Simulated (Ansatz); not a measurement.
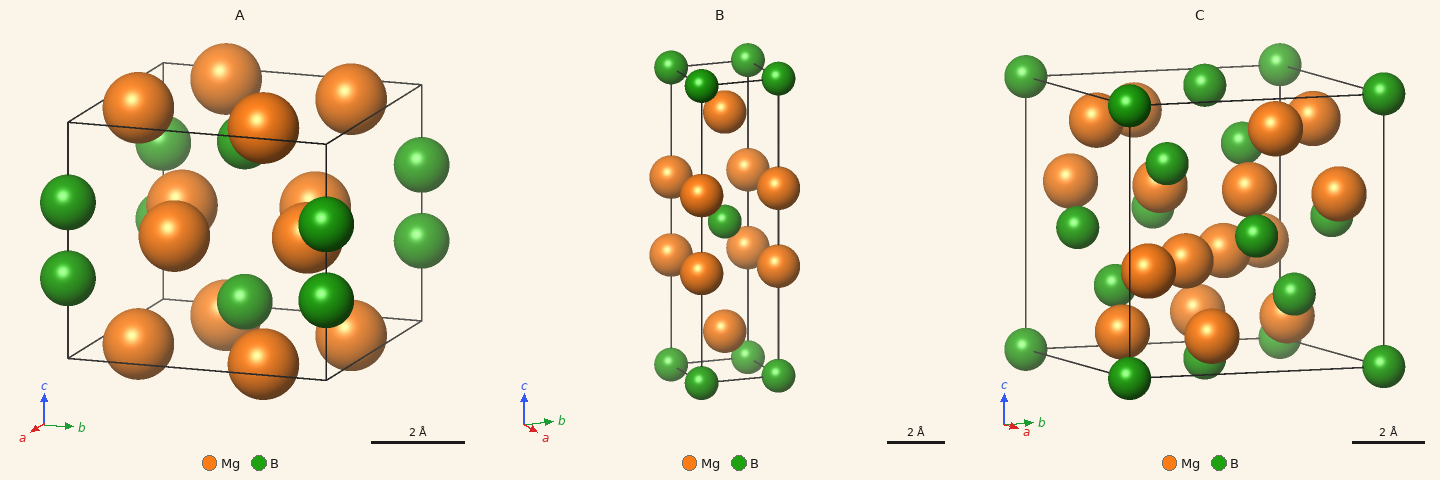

Three structures of Mg₂B, each relaxed to rest (conventional cells in solid outline, small ones repeated, each panel with its own scale). Method: DFT PBE, scalar-relativistic, plane waves, PAW (Ansatz), without spin polarisation.

What are the structures shown?

A: 12 atoms a cell on a body-centred tetragonal lattice, I4/m; B: 6 atoms a cell on a body-centred tetragonal lattice, I4/mmm; C: cubic Laves phase (C15, MgCu₂ type), Fd-3m.

Which of these is lowest in energy, and how far above it do the others lie?

A, then B (+260 meV/atom) and C (+1086 meV/atom), energies at zero smearing.

Collect the results in a table.

| panel | structure | E − E(lowest) (meV/atom) | volume (Å³/atom) | gap (eV) |
| --- | --- | --- | --- | --- |
| A | I4/m | 0 | 15.4 | metal |
| B | I4/mmm | 260 | 15.7 | metal |
| C | Fd-3m | 1086 | 18.8 | metal |

Some of these may be structure types tried for this composition rather than known phases, and the most stable form need not be among them. Gaps are taken on the k-mesh or band path of each run.
